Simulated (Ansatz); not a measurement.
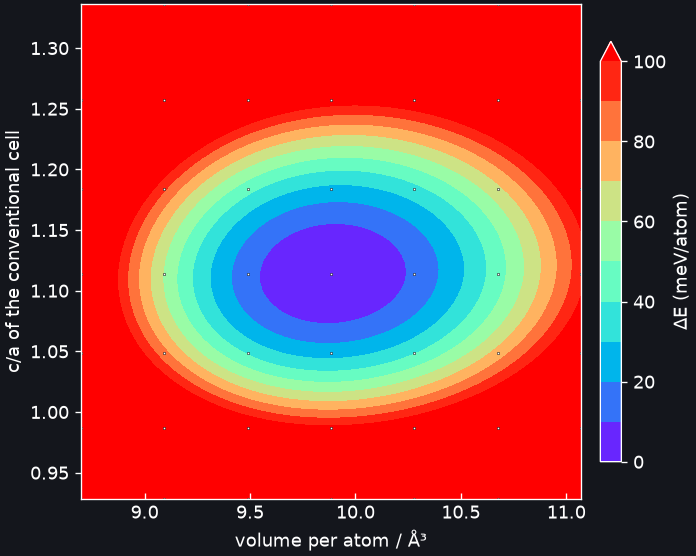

ZrB₂ (P6/mmm, No. 191; 3 atoms in the cell). The energy is mapped over volume and the cell's shape. Coordinates scanned: (1) volume per atom; (2) c/a of the conventional cell. Nothing is relaxed (symmetry fixes all fractional coordinates). Grid: 7 × 7 points. Points are written as (first, second). Energies: meV/atom, counted from the lowest grid point. Computed with DFT LDA, scalar-relativistic, plane waves, PAW in Ansatz 0.2.0. Settings: cutoff 520 eV, k-mesh 18×18×12 in the order of the run's cell vectors, gaussian smearing 0.15 eV, no spin polarisation.

The picture shows filled contours, dots at the grid points, one colour for all values above the top of the scale. Between grid points the surface is interpolated.

Q: Estimate the position of the minimum and the force constants in these coordinates.

A: The interpolated minimum is at volume per atom ≈ 9.88 Å³, c/a of the conventional cell ≈ 1.114. The curvatures there are about 0.5 eV/(Å³)² and 35 eV, with a cross term of about −0.2 eV/Å³ (per cell of 3 atoms). Round the minimum the two coordinates are weakly coupled (coupling −0.05 in units of the two stiffnesses).
